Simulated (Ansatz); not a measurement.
## TiAl: single-point calculation

System: TiAl (slab, 6 atoms in the cell).
Method: DFT PBE, scalar-relativistic, plane waves, PAW, no spin polarisation (Ansatz 0.2.0).

The structure derives from an entry of the Crystallography Open Database. It belongs to a series of runs on one base structure; here: (0 0 1) slab cut from the bulk. Figures and captions count atoms from 1; the log counts them from 0 in places.

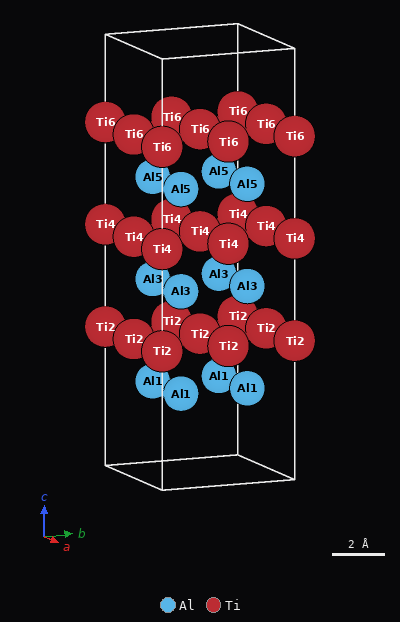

The structure as given in the input (spheres-only view of the 2 × 2 repeat of the cell, with the vacuum cut short, seen slightly off an axis; atoms are numbered from 1 in the order of the input). An atom can appear more than once, as a periodic image.

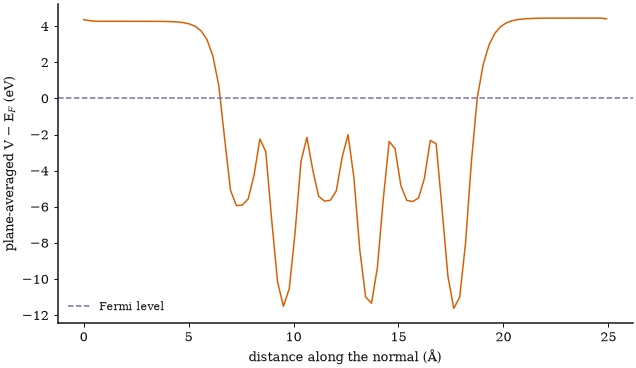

Plane average of the electrostatic potential energy of an electron across the cell, from the Fermi level. The vacuum level lies 4.45 eV above the Fermi level on the upper side and 4.27 eV on the lower.

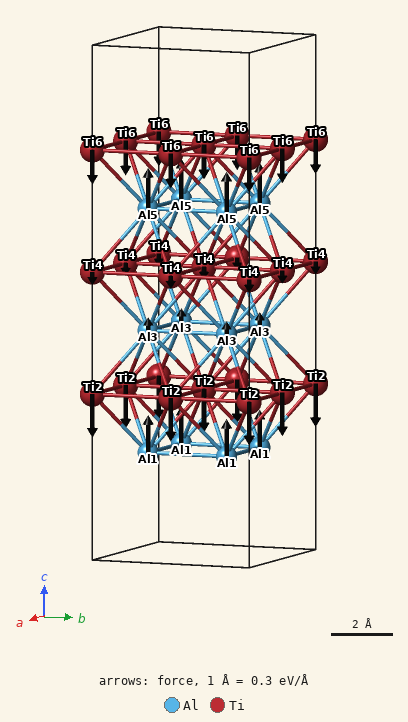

Forces on the atoms as black arrows (ball-and-stick view of the 2 × 2 repeat of the cell, with the vacuum cut short, seen slightly off an axis; atoms are numbered from 1 in the order of the input). The largest act on Ti2 (0.44 eV/Å); Al5 (0.41 eV/Å); Al1 (0.38 eV/Å); Ti6 (0.35 eV/Å), among others. The geometry is not a stationary point of this energy.

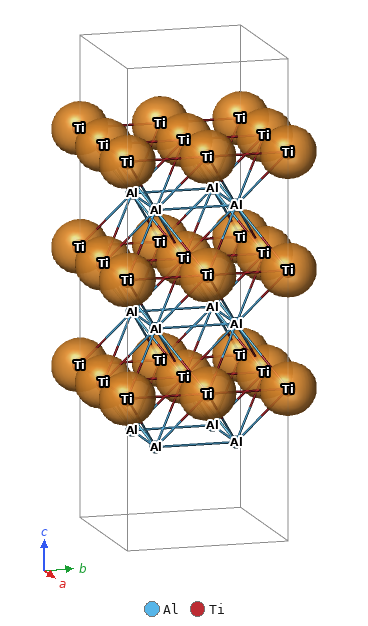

Isosurface of the valence pseudo-density at 0.5 e/Å³ (orange), seen slightly off an axis. Sticks mark near contacts. At this value the density breaks into separate islands; it holds about 60 % of the electrons treated as valence (semicore included). It is pinched off along the Al–Al (2.82 Å), Ti–Ti (2.82 Å) and Ti–Al (2.85 Å) contacts. On the grid the lowest density along these lines, outside the cores, is 0.22 e/Å³ (Al–Al, 2.82 Å), 0.23 e/Å³ (Ti–Ti, 2.82 Å) and 0.2 e/Å³ (Ti–Al, 2.85 Å). In a PAW calculation such maps are meaningful between the atoms, not at the nuclei.

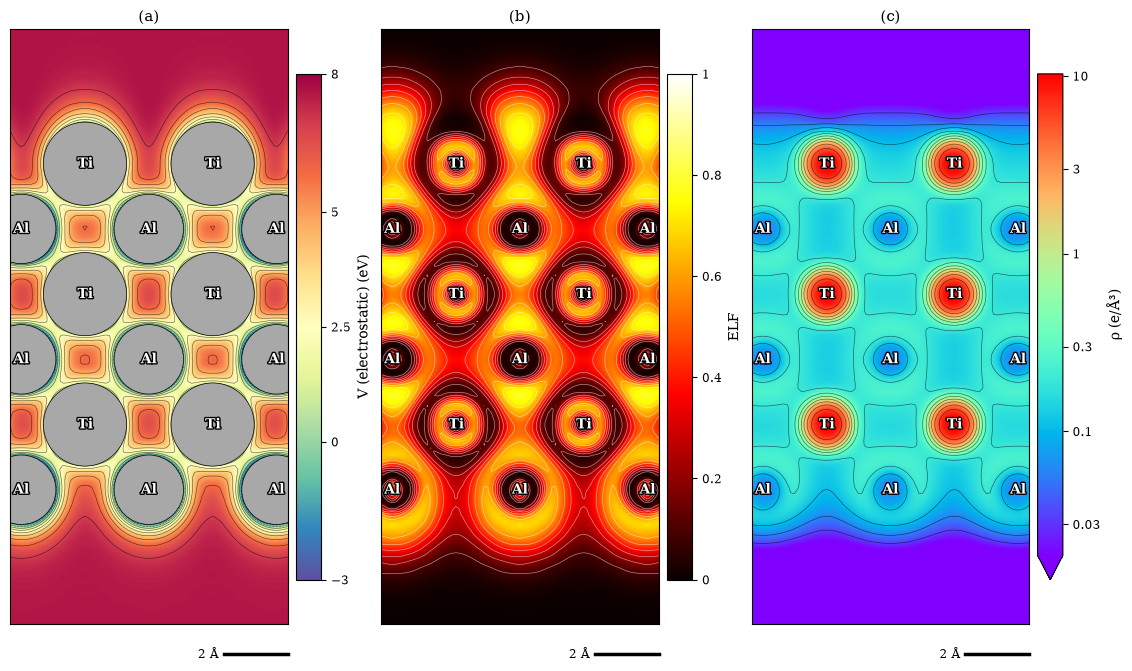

(a) electrostatic potential (local pseudopotential plus Hartree) felt by an electron; (b) electron localisation function; (c) valence charge density (pseudo) on the (11̄0) plane of the calculation cell, a cut from vacuum to vacuum. Grey discs, where drawn, cover atomic cores. Atoms in the plane: Al and Ti. Ti–Al (2.85 Å): ρ is about 0.2 e/Å³ halfway; the ELF is about 0.35 at the midpoint, as expected for nearly free electrons, as in a simple metal. The density dies away to nearly zero in the vacuum. The strong features right at Ti lie inside the PAW spheres (semicore, d or f shells) and say nothing about bonding.

The input and output of the run follow.

**Input file**
```yaml
crystal:
  lattice:
    - [2.8220914054, 0.0, 0.0]
    - [0.0, 2.8220914054, 0.0]
    - [0.0, 0.0, 25.1919128126]
  atoms:
    - { symbol: Al, position: [0.5, 0.5, 0.2977145902] }
    - { symbol: Ti, position: [0.0, 0.0, 0.3786287541] }
    - { symbol: Al, position: [0.5, 0.5, 0.459542918] }
    - { symbol: Ti, position: [0.0, 0.0, 0.540457082] }
    - { symbol: Al, position: [0.5, 0.5, 0.6213712459] }
    - { symbol: Ti, position: [0.0, 0.0, 0.7022854098] }
basis:
  ecutwfc: 420
kpoints:
  mp_grid: { grid: [12, 12, 1] }
hamiltonian:
  xc: pbe
scf:
  occupations: { method: gaussian, width: 0.1 }
output:
  forces: true
  stress: true
  eigenvalues: true
  write_density: true
  write_potential: true
  elf: true
  volumetric_format: npy
efield:
  axis: 3
  dipole_correction: true
  ramp_width: 0.04
```

Launch command:
```bash
ansatz run input.yaml --threads 1 --pin off --max-ram 2560MiB --backend cpu --events-out ev --progress --plain --runs-dir out
```

**Output**
```
Engine: ansatz 0.2.0, x86_64-unknown-linux-gnu
Pseudopotentials: kind: paw
Pseudopotential: Al, paw, valence charge 3, recommended cutoff 420 eV (normal), Al.paw.azcp
Pseudopotential: Ti, paw, valence charge 12, recommended cutoff 420 eV (normal), Ti.paw.azcp
Functional definition: PBE
  parameter kappa = 0.804
  parameter beta = 0.06672455060314922
  exchange = pbe_x(kappa = kappa, mu = beta*pi^2/3)
  correlation = pbe_c(beta = beta)
Crystal: 6 atoms, lattice volume = 200.633 Å³
Basis set: ecut = 420 eV, 3993 PW (Γ), exchange–correlation on 40×40×360 points (8 copies of the dense FFT grid, shifted against one another)
Bands: 29, of which v1, the nominal top of the filled ones, is band 23 counted from 1 (22 counted from 0)
Symmetry: 8 space group operations
Space group: P4mm (ITA 99), of the structure as read, at distance tolerance 5.9e-5 Å
k-points: 28 of 144
Non-local potential: Al, projectors of the file, l = 0: 2, l = 1: 2, l = 2: 1
Non-local potential: Ti, projectors of the file, l = 0: 3, l = 1: 2, l = 2: 3, l = 3: 1
PAW form: soft (Blöchl's): semilocal exchange-correlation on the pseudo side does not see the compensation charge
PAW one-centre angular grid: Al, 110 points (default); XC on 64 Gauss nodes
PAW one-centre angular grid: Ti, 590 points (default); XC on 64 Gauss nodes
Initial density: superposition of atomic densities (neutral atoms: chi_scale 0, normalization atom), corrected by the library's trained network
Initial wavefunctions: pseudopotential atomic-orbital guess
Functional: x = pbe(κ = 0.804, μ = 0.2195149727645171), c = pbe(β = 0.06672455060314922)
SCF iter   1: F=—  HF=-9111.848792 eV  |F-HF|=—  |Δ(HF+E_count)|=         —  Δρ=1.24e-2  dr2=5.49e0  ethr=1.77e-3  p=0.001 e·Å  D=1.18e-3 V/Å  ΔV_dip=-0.03 eV  dr2_dipole=2.50e0  V_vac-E_F(+/−)=4.29/4.32 eV  ⟨swp⟩=7.6  Hψ=3942  notcnv=0
efield: sawtooth ramp at fractional position 0.9800 (placed from the atoms, in the widest stretch of the axis that holds none; the zero of the levels goes with the place), width 0.0400; the density the first Hamiltonian is built on has a dipole p = 0.001 e·Å; the dipole correction subtracts the counter field D = 1.18e-3 V/Å, which shifts the + side's vacuum level by -0.03 eV against the − side's; the planar-averaged density in the ramp window peaks in size at 4.3e-5 e/Å³
preconditioner: auto → LDOS  [metal: Δε(μ)=0.008 eV  Ē_g=3.727 eV  σ=0.100 eV  W_gap=0.04  n_scr=16 (ndim 8)  ℏωp=12.0 eV  f_vac=0.429  D(μ)=6.48/eV (n_scr^D=46)  β→1.0]
SCF iter   2: F=—  HF=-9111.798382 eV  |F-HF|=—  |Δ(HF+E_count)|=   5.04e-2  Δρ=4.51e-3  dr2=5.04e-1  ethr=1.77e-3  p=-0.002 e·Å  D=-2.15e-3 V/Å  ΔV_dip=0.05 eV  dr2_dipole=3.07e-1  V_vac-E_F(+/−)=4.33/4.28 eV  ⟨swp⟩=2.0  Hψ=1140  notcnv=0  defer=8
SCF iter   3: F=—  HF=-9111.796153 eV  |F-HF|=—  |Δ(HF+E_count)|=   2.23e-3  Δρ=9.84e-4  dr2=1.31e-2  ethr=1.12e-3  p=-0.003 e·Å  D=-3.08e-3 V/Å  ΔV_dip=0.08 eV  dr2_dipole=2.35e-3  V_vac-E_F(+/−)=4.35/4.27 eV  ⟨swp⟩=2.3  Hψ=900  notcnv=0  defer=16
SCF iter   4: F=—  HF=-9111.795798 eV  |F-HF|=—  |Δ(HF+E_count)|=   3.55e-4  Δρ=2.16e-4  dr2=2.20e-4  ethr=2.91e-5  p=-0.005 e·Å  D=-4.75e-3 V/Å  ΔV_dip=0.12 eV  dr2_dipole=1.62e-4  V_vac-E_F(+/−)=4.39/4.27 eV  ⟨swp⟩=1.9  Hψ=903  notcnv=0  defer=15
SCF iter   5: F=—  HF=-9111.795866 eV  |F-HF|=—  |Δ(HF+E_count)|=   6.85e-5  Δρ=8.50e-5  dr2=6.98e-5  ethr=4.90e-7  p=-0.007 e·Å  D=-6.02e-3 V/Å  ΔV_dip=0.15 eV  dr2_dipole=2.88e-5  V_vac-E_F(+/−)=4.42/4.27 eV  ⟨swp⟩=2.4  Hψ=1169  notcnv=0  defer=15
SCF iter   6: F=—  HF=-9111.795920 eV  |F-HF|=—  |Δ(HF+E_count)|=   5.36e-5  Δρ=4.11e-5  dr2=1.95e-5  ethr=1.55e-7  p=-0.007 e·Å  D=-6.75e-3 V/Å  ΔV_dip=0.17 eV  dr2_dipole=5.96e-6  V_vac-E_F(+/−)=4.44/4.27 eV  ⟨swp⟩=2.2  Hψ=1086  notcnv=0  defer=4
SCF iter   7: F=—  HF=-9111.795924 eV  |F-HF|=—  |Δ(HF+E_count)|=   4.34e-6  Δρ=3.84e-5  dr2=2.23e-5  ethr=4.32e-8  p=-0.008 e·Å  D=-6.99e-3 V/Å  ΔV_dip=0.18 eV  dr2_dipole=7.65e-6  V_vac-E_F(+/−)=4.44/4.27 eV  ⟨swp⟩=2.3  Hψ=1152  notcnv=0  defer=4
SCF iter   8: F=—  HF=-9111.795925 eV  |F-HF|=—  |Δ(HF+E_count)|=   2.86e-7  Δρ=8.72e-6  dr2=4.99e-7  ethr=4.32e-8  p=-0.008 e·Å  D=-7.14e-3 V/Å  ΔV_dip=0.18 eV  dr2_dipole=3.91e-8  V_vac-E_F(+/−)=4.45/4.27 eV  ⟨swp⟩=1.3  Hψ=802  notcnv=0  defer=4
SCF iter   9: F=-9111.795925 eV  HF=-9111.795925 eV  |F-HF|=4.25e-8  |Δ(HF+E_count)|=   1.46e-7  Δρ=3.99e-6  dr2=6.09e-8  ethr=2.22e-10  p=-0.008 e·Å  D=-7.19e-3 V/Å  ΔV_dip=0.18 eV  dr2_dipole=1.48e-8  V_vac-E_F(+/−)=4.45/4.27 eV  ⟨swp⟩=16.7  Hψ=6489  notcnv=0
SCF 1 converged in 9 iterations: F = -9111.795925 eV  dr2 = 6.09e-8
  greatest PAW one-centre occupation: 0.999 electrons in one spin orbital (limit 2), on the Ti atom at site 1 (counted from 0), in its partial waves of l = 0
WARN: The output density's exchange-correlation potential varies sharply where the density is thin. Do not read a vacuum level from v_tot or v_xc, or from such a field of the output density. On a cell that repeats whose density bears no net charge and no dipole along the vacuum's axis use v_es (v_loc + v_h of the components); under efield.dipole_correction with no amplitude use v_es + v_field, which holds any external_charges[].barrier, or the levels of the report's work_function block, which leave it out; under a non-zero efield.amplitude the vacuum is tilted and has no level; on a cell that repeats and bears such a dipole with no correction it is tilted too, and efield.dipole_correction with no amplitude gives each side of its ramp a level where efield: is served; in a cell that repeats whose density bears a net charge (total_charge, or a fill off its count) it is curved and has none; of a slab under crystal.periodic whose density bears no net charge use v_es, which has a level on each side, short of where the two are joined; of another it falls or rises all the way out and has none; of a slab beside external_charges read slab_vacuum_level instead, which it has where they leave it neutral. The grid or the basis barely resolves most such structure, and the values can differ between equally converged runs; as a rule a tighter scf.convergence.dr2_threshold does not remove it. Where the density itself ripples (under the LDA too) a higher basis.ecutwfc lessens it. The files hold the spikes' plane waves up to the density's cutoff. Files: v_tot_of_output_density and the like, and their columns of v_z.tsv (output.write_potential); v_xc_of_output_density and the like, and their columns of v_comp_z.tsv (output.write_potential_components). Measured: with its Gaussian average of σ = 0.25 Å subtracted twice, the exchange-correlation potential is over 0.1 eV at 412 of the grid points where the equally averaged density (valence and model cores) is under 1e-3 e/Å³, and 0.706 eV at the most among them, at an averaged density of 1.2e-7 e/Å³. The input density's (outcome.potential() and, of a run that writes arrays, v_tot and v_xc) is over 0.1 eV, so measured, at 2 points of its own thin density, 0.139 eV at the most. See output.write_potential in the manual, Limitations
SCF converged after 9 iterations
Free energy (F): -9111.795925 eV
Harris-Foulkes:  -9111.795925 eV  (|F-HF|=4.25e-8)
Internal energy: -9111.760697 eV  (E = F + TS)
E sigma→0 (E₀):  -9111.778311 eV
Entropy (-TS):   -0.035227 eV (-5.871 meV/atom)
Fermi energy:    3.252451 eV
Dipole field:    D = -0.007028 V/Å  (p = -0.007792 e·Å, saw-weighted, corrected)
Work function:   Φ+ = 4.4463 eV   Φ− = 4.2692 eV
Levels:          The Fermi level and band energies are counted from a zero that moves with the ramp; work functions are not
--- Per-component energies (eV) ---
  E_band       = -842.909562
  E_kinetic    = 884.137439
  E_local      = -29855.826778  (includes V_loc(G=0)·N_el)
  E_nonlocal   = 58.133334
  E_hartree    = 14523.291904
  E_xc         = -409.893071
  E_vxc        = -450.366158  (∫ρ·V_xc dr)
  E_paw        = -4546.450284  (= ΣΔE_a)
  E_vpaw       = -525.759444  (= ΣTr[D̂ρ^β])
  E_aug_tail   = 0.000383  (compensation charges beyond the density's cutoff)
  E_efield     = 0.000027  (sawtooth field / dipole correction)
  E_vefield    = 0.193439  (∫n·V_field dr)
  E_ewald      = 10234.846347
  E_smearing   = -0.035227  (= −TS)
  E_closure    = 0.000000  (closes the sum)
  Σ components = -9111.795925   (vs F -9111.795925, Δ=0.00e0)
--- Forces (eV/Å), atoms counted from 1 ---
  atom   1  Al     0.00000000     0.00000000     0.37667827
  atom   2  Ti    -0.00000000     0.00000000    -0.43525509
  atom   3  Al     0.00000000     0.00000000     0.13165194
  atom   4  Ti    -0.00000000    -0.00000000    -0.13136125
  atom   5  Al     0.00000000    -0.00000000     0.40558687
  atom   6  Ti    -0.00000000    -0.00000000    -0.34734716
  max |Σ_I F_I| component: 4.64e-5 eV/Å
--- Stress (GPa, compression-positive) ---
       -1.613631       0.000000      -0.000000
        0.000000      -1.613631       0.000000
       -0.000000       0.000000      -1.106921
  P = ⅓ Tr σ = -1.4447 GPa (-14.447 kbar)
--- Band table (eV; the first three rows and the last of 28) ---
  k-point 0: bands = ["-53.6889", "-53.4124", "-53.3581", "-30.1145", "-29.8531", "-29.7727", "-29.6247", "-29.6247", "-29.3581", "-29.3581", "-29.3206", "-29.3206", "-5.6210", "-5.0791", "-4.4285", "-1.5794", "-0.4178", "0.8149", "2.3733", "2.4294", "2.5137", "2.6075", "3.2403", "3.3475", "3.7301", "5.0716", "5.0716", "5.1746", "5.1746"]
  k-point 1: bands = ["-53.6851", "-53.4085", "-53.3542", "-30.1108", "-29.8491", "-29.7687", "-29.6566", "-29.6220", "-29.3909", "-29.3553", "-29.3535", "-29.3178", "-5.4866", "-4.9531", "-4.3163", "-1.4336", "-0.2881", "0.9326", "2.4347", "2.4921", "2.5829", "2.6213", "3.2169", "3.3285", "3.7407", "4.8561", "5.0994", "5.1244", "5.1978"]
  k-point 2: bands = ["-53.6747", "-53.3979", "-53.3436", "-30.1009", "-29.8381", "-29.7577", "-29.7431", "-29.6145", "-29.4799", "-29.4426", "-29.3476", "-29.3101", "-5.0885", "-4.5806", "-3.9830", "-1.0129", "0.0784", "1.2522", "2.5334", "2.5807", "2.6397", "2.7688", "3.0818", "3.2761", "3.7938", "4.3734", "5.0716", "5.1752", "5.2619"]
  k-point 27: bands = ["-53.5764", "-53.2977", "-53.2432", "-30.0252", "-30.0252", "-30.0097", "-29.7674", "-29.7674", "-29.7386", "-29.7305", "-29.7305", "-29.6579", "0.1544", "0.4607", "0.9920", "1.1373", "1.1373", "1.6459", "1.6459", "2.5154", "2.5154", "3.0655", "3.6562", "3.6562", "3.7737", "4.8652", "5.0915", "5.0915", "5.1104"]
```

**Summary**

```tsv
quantity	value
outcome	converged
electrons treated	45
free energy	−9111.7959 eV
work function, top face	4.45 eV
work function, bottom face	4.27 eV
Fermi energy	3.252 eV
gap on the k-point mesh	none (metallic)
work function (upper face)	4.45 eV
largest force (length of the vector)	0.435 eV/Å
hardware	1 thread of Intel Xeon @ 2.50GHz (Skylake/Cascade Lake), 189 GiB of memory available, shared host
wall time	36 s
peak memory	0.46 GiB
```

**Notes**

Warnings of the run: the exchange-correlation potential is rough where the density is thin.
